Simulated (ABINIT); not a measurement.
# Phonon calculation, with input and output: Hf (part 1 of 2)

System: Hf (P-1, 2 atoms in the cell).
Method: Kohn-Sham DFT of a periodic cell, LDA-Teter, PseudoDojo NC SR LDA v0.4.1 standard, no spin polarisation (ABINIT 10.8.3).

The structure derives from an entry of the Crystallography Open Database.

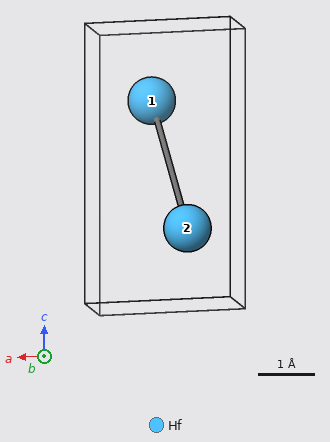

Figure 1. The structure (ball-and-stick view of the cell of the calculation, seen at an oblique angle; atoms are numbered from 1 in the order of the input). An atom can appear more than once, as a periodic image.

## Input
```
ndtset 2

pp_dirpath "./"
pseudos "Hf.upf"

acell 3.1967 3.1967 5.0578 Angstrom
rprim
     1.0000000000     0.0000000000     0.0000000000
    -0.5000000000     0.8660254038     0.0000000000
     0.0000000000     0.0000000000     1.0000000000
ntypat 1
znucl 72
natom 2
typat 1 1
chkprim 0
chksymtnons 0
tolsym 1.0e-6
xred
   0.6101740000   0.3170230000   0.7439460000
   0.3293190000   0.6579600000   0.2671660000

ecut 707.496042 eV

ngkpt 12 12 6
nshiftk 1
shiftk 0.0 0.0 0.0

ixc 1

nband 20
occopt 7
tsmear 0.00367493

nstep 80
diemac 1.0

prteig 0
prtebands 0
prtwf 0
prtden 0
prtpot 0

kptopt1 1
tolvrs1 1.0e-15
prtwf1 1
tolwfr1 1.0e-14
nbdbuf1 4
nline1 6

rfphon2 1
rfatpol2 1 2
rfdir2 1 1 1
getwfk2 1
kptopt2 2
nqpt2 1
qpt2 0.0 0.0 0.0
tolvrs2 1.0e-7
```

## File mrgddb.in
```
merged_DDB
Hf
2
runo_DS1_DDB
runo_DS2_DDB
```

## File anaddb.abi
```
ddb_filepath "merged_DDB"
output_file "anaddb.abo"
outdata_prefix "ana"
asr 1
chneut 0
dipdip 0
dieflag 0
enunit 0
eivec 1
nph1l 1
qph1l 0.0 0.0 0.0 1.0
```

Run as:
```bash
mpirun --bind-to none -np 4 abinit run.abi > log 2>&1
mrgddb < mrgddb.in > mrgddb.log 2>&1
anaddb anaddb.abi > anaddb.log 2>&1
```

## Log
```
.Version 10.8.3 of ABINIT
 DATASET    1 : space group P-1 (#  2); Bravais aP (primitive triclinic)
================================================================================
 Values of the parameters that define the memory need for DATASET  1.
     intxc =       0    ionmov =       0      iscf =       7    lmnmax =       8
     lnmax =       8     mgfft =      45  mpssoang =       4    mqgrid =    3001
     natom =       2  nloc_mem =       1    nspden =       1   nspinor =       1
    nsppol =       1      nsym =       2    n1xccc =    2501    ntypat =       1
    occopt =       7   xclevel =       1
       mpw =        1924          nfft =       40500          nkpt =         436
================================================================================
================================================================================

 DATASET    2 : space group P-1 (#  2); Bravais aP (primitive triclinic)
================================================================================
 Values of the parameters that define the memory need for DATASET  2 (RF).
     intxc =       0      iscf =       7    lmnmax =       8     lnmax =       8
     mgfft =      45  mpssoang =       4    mqgrid =    3001     natom =       2
  nloc_mem =       1    nspden =       1   nspinor =       1    nsppol =       1
      nsym =       2    n1xccc =    2501    ntypat =       1    occopt =       7
   xclevel =       1
      nfft =       40500          nkpt =         436
================================================================================
================================================================================

--------------------------------------------------------------------------------
------------- Echo of variables that govern the present computation ------------
--------------------------------------------------------------------------------
 -outvars: echo values of preprocessed input variables --------
            acell      6.0408875067E+00  6.0408875067E+00  9.5578567996E+00 Bohr
              amu      1.78490000E+02
          chkprim           0
      chksymtnons           0
           diemac      1.00000000E+00
             ecut      2.60000000E+01 Hartree
           getwfk1          0
           getwfk2          1
                       outvar_i_n : Printing only first  50 k-points.
           jdtset        1    2
                       outvar_i_n : Printing only first  50 k-points.
           kptopt1          1
           kptopt2          2
         kptrlatt       12    0    0      0   12    0      0    0    6
          kptrlen      5.73471408E+01
            natom           2
            nband          20
           nbdbuf1          4
           nbdbuf2          2
           ndtset           2
            ngfft          30      30      45
             nkpt         436
            nline1          6
            nline2          4
             nqpt1          0
             nqpt2          1
            nstep          80
             nsym           2
           ntypat           1
                       prtocc : prtvol=0, do not print more k-points.
           occopt           7
        optdriver1          0
        optdriver2          1
           prtden           0
        prtebands           0
           prteig           0
            prtwf1          1
            prtwf2          0
           rfphon1          0
           rfphon2          1
            rprim      1.0000000000E+00  0.0000000000E+00  0.0000000000E+00
                      -5.0000000000E-01  8.6602540380E-01  0.0000000000E+00
                       0.0000000000E+00  0.0000000000E+00  1.0000000000E+00
          spgroup           2
           tolsym      1.00000000E-06
           tolvrs1     1.00000000E-15
           tolvrs2     1.00000000E-07
           tolwfr1     1.00000000E-14
           tolwfr2     0.00000000E+00
           tsmear      3.67493000E-03 Hartree
            typat      1  1
                       outvars : Printing only first  50 k-points.
           xangst      1.4438295137E+00  8.7765389418E-01  3.7627300788E+00
                       1.0836813000E-03  1.8215118657E+00  1.3512721948E+00
            xcart      2.7284423535E+00  1.6585254933E+00  7.1105293346E+00
                       2.0478608648E-03  3.4421585613E+00  2.5535343697E+00
             xred      6.1017400000E-01  3.1702300000E-01  7.4394600000E-01
                       3.2931900000E-01  6.5796000000E-01  2.6716600000E-01
            znucl       72.00000

================================================================================

 chkinp: Checking input parameters for consistency, jdtset=   1.

 chkinp: Checking input parameters for consistency, jdtset=   2.

================================================================================
== DATASET  1 ==================================================================

--- !DatasetInfo
iteration_state: {dtset: 1, }
dimensions: {natom: 2, nkpt: 436, mband: 20, nsppol: 1, nspinor: 1, nspden: 1, mpw: 1924, }
cutoff_energies: {ecut:  26.0, pawecutdg:  -1.0, }
electrons: {nelect:   2.40000000E+01, charge:   0.00000000E+00, occopt:   7.00000000E+00, tsmear:   3.67493000E-03, }
meta: {optdriver: 0, ionmov: 0, optcell: 0, iscf: 7, paral_kgb: 0, }
...

 Exchange-correlation functional for the present dataset will be:
  LDA: new Teter (4/93) with spin-polarized option - ixc=1
  S. Goedecker, M. Teter, J. Huetter, PRB 54, 1703 (1996)

 Real(R)+Recip(G) space primitive vectors, cartesian coordinates (Bohr,Bohr^-1):
 R(1)=  6.0408875  0.0000000  0.0000000  G(1)=  0.1655386  0.0955737  0.0000000
 R(2)= -3.0204438  5.2315620  0.0000000  G(2)=  0.0000000  0.1911475  0.0000000
 R(3)=  0.0000000  0.0000000  9.5578568  G(3)=  0.0000000  0.0000000  0.1046260
 Unit cell volume ucvol=  3.0205960E+02 bohr^3
 Angles (23,13,12)=  9.00000000E+01  9.00000000E+01  1.20000000E+02 degrees

 getcut: wavevector=  0.0000  0.0000  0.0000  ngfft=  30  30  45
         ecut(hartree)=     26.000   => boxcut(ratio)=   2.00558

--- Pseudopotential description ------------------------------------------------
- pspini: atom type   1  psp file is ./Hf.upf
  72.00000  12.00000  180309                  znucl, zion, pspdat
12 -1012 3 -1 1618                            pspcod,pspxc,lmax,lloc,mmax
     nproj     2     2     2     2

   1.05304316E+03                                ecore*ucvol(ha*bohr**3)
--------------------------------------------------------------------------------

================================================================================

--- !BeginCycle
iteration_state: {dtset: 1, }
solver: {iscf: 7, nstep: 80, nline: 6, wfoptalg: 0, }
tolerances: {tolwfr: 1.00E-14, tolvrs: 1.00E-15, }
...

     iter   Etot(hartree)      deltaE(h)  residm     vres2
 ETOT  1  -112.83832416465    -1.128E+02 5.161E-02 4.529E+01
 ETOT  2  -112.85989178718    -2.157E-02 1.431E-05 2.324E+02
 ETOT  3  -112.88544699143    -2.556E-02 5.107E-04 8.792E+00
 ETOT  4  -112.88676172058    -1.315E-03 2.681E-05 1.555E-02
 ETOT  5  -112.88676498847    -3.268E-06 8.307E-08 6.919E-04
 ETOT  6  -112.88676514956    -1.611E-07 4.357E-09 1.071E-05
 ETOT  7  -112.88676515202    -2.461E-09 1.550E-10 2.923E-07
 ETOT  8  -112.88676515210    -7.662E-11 8.920E-12 1.979E-08
 ETOT  9  -112.88676515210    -4.150E-12 1.214E-13 6.948E-10
 ETOT 10  -112.88676515210    -4.121E-13 9.998E-15 2.258E-11
 ETOT 11  -112.88676515210    -9.948E-14 9.997E-15 3.009E-12
 ETOT 12  -112.88676515210     5.684E-14 9.991E-15 1.826E-13
 ETOT 13  -112.88676515210     2.132E-13 9.982E-15 3.792E-15
 ETOT 14  -112.88676515210     1.990E-13 9.983E-15 4.010E-16

 At SCF step   14  max residual=  9.98E-15 < tolwfr=  1.00E-14 AND vres2   =  4.01E-16 < tolvrs=  1.00E-15 =>converged.

 Cartesian components of stress tensor (hartree/bohr^3)
  sigma(1 1)=  2.94270956E-04  sigma(3 2)=  5.43470626E-07
  sigma(2 2)=  2.91857607E-04  sigma(3 1)= -1.73533316E-05
  sigma(3 3)=  2.61225918E-04  sigma(2 1)=  4.36996717E-05

--- !ResultsGS
iteration_state: {dtset: 1, }
comment   : Summary of ground state results
lattice_vectors:
- [  6.0408875,   0.0000000,   0.0000000, ]
- [ -3.0204438,   5.2315620,   0.0000000, ]
- [  0.0000000,   0.0000000,   9.5578568, ]
lattice_lengths: [   6.04089,    6.04089,    9.55786, ]
lattice_angles: [ 90.000,  90.000, 120.000, ] # degrees, (23, 13, 12)
lattice_volume:   3.0205960E+02
convergence: {deltae:  1.990E-13, res2:  4.010E-16, residm:  9.983E-15, diffor: null, }
etotal    :  -1.12886765E+02
entropy   :   0.00000000E+00
fermie    :   3.79163229E-01
cartesian_stress_tensor: # hartree/bohr^3
- [  2.94270956E-04,   4.36996717E-05,  -1.73533316E-05, ]
- [  4.36996717E-05,   2.91857607E-04,   5.43470626E-07, ]
- [ -1.73533316E-05,   5.43470626E-07,   2.61225918E-04, ]
pressure_GPa:  -8.3100E+00
xred      :
- [  6.1017E-01,   3.1702E-01,   7.4395E-01, Hf]
- [  3.2932E-01,   6.5796E-01,   2.6717E-01, Hf]
cartesian_forces: # hartree/bohr
- [  5.05113905E-03,   4.50960614E-04,   6.51199298E-03, ]
- [ -5.05113905E-03,  -4.50960614E-04,  -6.51199298E-03, ]
force_length_stats: {min:   8.25369153E-03, max:   8.25369153E-03, mean:   8.25369153E-03, }
...

 Integrated electronic density in atomic spheres:
 ------------------------------------------------
 Atom  Sphere_radius  Integrated_density
    1        2.00000          8.42006999
    2        2.00000          8.42563184
================================================================================

 ----iterations are completed or convergence reached----

 Mean square residual over all n,k,spin=   41.868E-16; max=  99.830E-16
 reduced coordinates (array xred) for    2 atoms
       0.610174000000      0.317023000000      0.743946000000
       0.329319000000      0.657960000000      0.267166000000
 rms dE/dt=  4.0708E-02; max dE/dt=  6.2241E-02; dE/dt below (all hartree)
    1      -0.030513362812      0.012897452975     -0.062240696414
    2       0.030513362812     -0.012897452975      0.062240696414

 cartesian coordinates (angstrom) at end:
    1      1.44382951375000     0.87765389417820     3.76273007880000
    2      0.00108368130000     1.82151186574314     1.35127219480000

 cartesian forces (hartree/bohr) at end:
    1      0.00505113905500     0.00045096061412     0.00651199298330
    2     -0.00505113905500    -0.00045096061412    -0.00651199298330
 frms,max,avg= 4.7652710E-03 6.5119930E-03   0.000E+00  0.000E+00  0.000E+00 h/b

 cartesian forces (eV/Angstrom) at end:
    1      0.25974001349445     0.02318932714422     0.33486014281967
    2     -0.25974001349445    -0.02318932714422    -0.33486014281967
 frms,max,avg= 2.4504009E-01 3.3486014E-01   0.000E+00  0.000E+00  0.000E+00 e/A
 length scales=  6.040887506689  6.040887506689  9.557856799616 bohr
              =  3.196700000000  3.196700000000  5.057800000000 angstroms
 Fermi (or HOMO) energy (hartree) =   0.37916   Average Vxc (hartree)=  -0.44042
 Eigenvalues (hartree) for nkpt= 436  k points:
 kpt#   1, nband= 20, wtk=  0.00116, kpt=  0.0000  0.0000  0.0000 (reduced coord)
  -1.89638   -1.89348   -0.76215   -0.73508   -0.73313   -0.72993   -0.72866   -0.72821
   0.10889    0.24199    0.40093    0.41569    0.42322    0.42831    0.44569    0.45247
   0.46777    0.49143    0.55389    0.59259
      occupation numbers for kpt#   1
   2.00000    2.00000    2.00000    2.00000    2.00000    2.00000    2.00000    2.00000
   2.00000    2.00000    0.00000    0.00000    0.00000    0.00000    0.00000    0.00000
   0.00000    0.00000    0.00000    0.00000
 prteigrs : prtvol=0 or 1, do not print more k-points.
```
